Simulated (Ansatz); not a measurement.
Input file:

```
crystal:
  lattice:
    - [3.9975858431, -0.0199879292, -0.0199879292]
    - [-2.016102976, 3.4720048586, -0.0073160899]
    - [-0.0329968898, -0.0329968898, 6.59937795]
  atoms:
    - { symbol: Ge, position: [0.6666666667, 0.3333333333, 0.06290125] }
    - { symbol: Ge, position: [0.3333333333, 0.6666666667, 0.56290125] }
    - { symbol: Ge, position: [0.6666666667, 0.3333333333, 0.43709875] }
    - { symbol: Ge, position: [0.3333333333, 0.6666666667, 0.93709875] }
kpoints:
  mp_grid: { grid: [11, 11, 6] }
scf:
  occupations: { method: fermi_dirac, width: 0.05 }
hamiltonian:
  xc: pbesol
  pseudopotentials: { kind: paw }
output:
  forces: true
  stress: true
  eigenvalues: true
  efg: { contact_densities: true }
  write_density: true
  write_potential: true
  elf: true
  volumetric_format: npy
```

Launched as:

```sh
ansatz run input.yaml --threads 1 --pin off --max-ram 6144MiB --backend cpu --events-out ev --progress --plain --runs-dir out
```

Below, planes, directions and counts refer to the standardised cell (a = 6.89 Å, b = 4.01 Å, c = 6.60 Å, α = 90.21°, β = 90.78°, γ = 90.29°).

Space group P-1; a structure from a database of computed crystals, not necessarily the ambient phase; changed on purpose from its base cell (equal xy, yz and zx shear strains of -1 %, PAW files).

All numbers below come from DFT, PBEsol, PAW with Ansatz's default frozen-core files, scalar-relativistic (Ansatz 0.2.0).

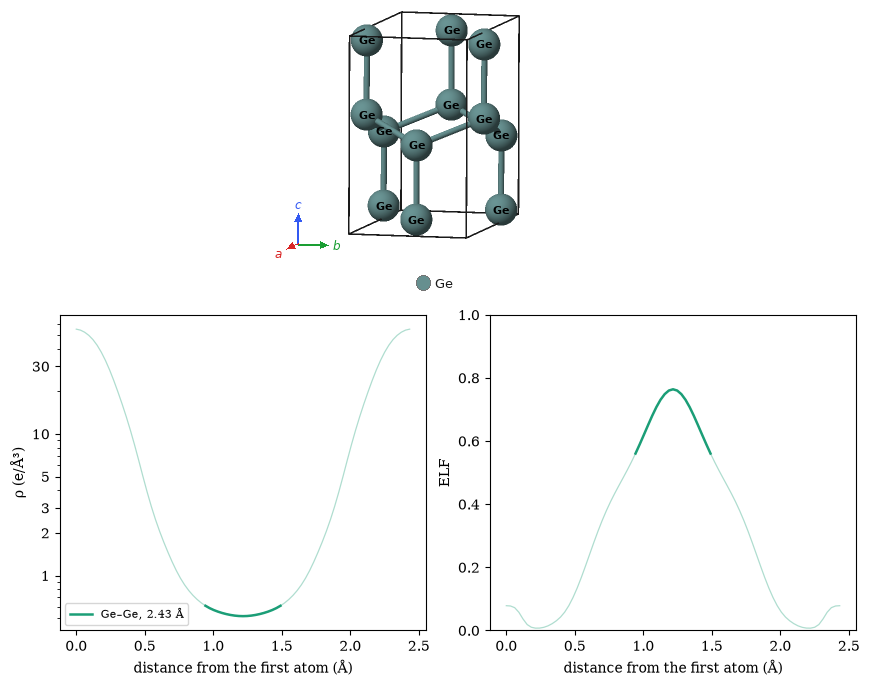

Ge. Valence charge density (pseudo) and electron localisation function along straight lines between neighbouring atoms. Thin, pale parts lie inside the atomic spheres. The structure is drawn too.

In a PAW calculation such maps are meaningful between the atoms, not at the nuclei.

Question: What can be read from the curves?

Answer: Ge–Ge (2.43 Å): ρ is about 0.52 e/Å³ halfway; the ELF peaks at about 0.75 between the atoms.
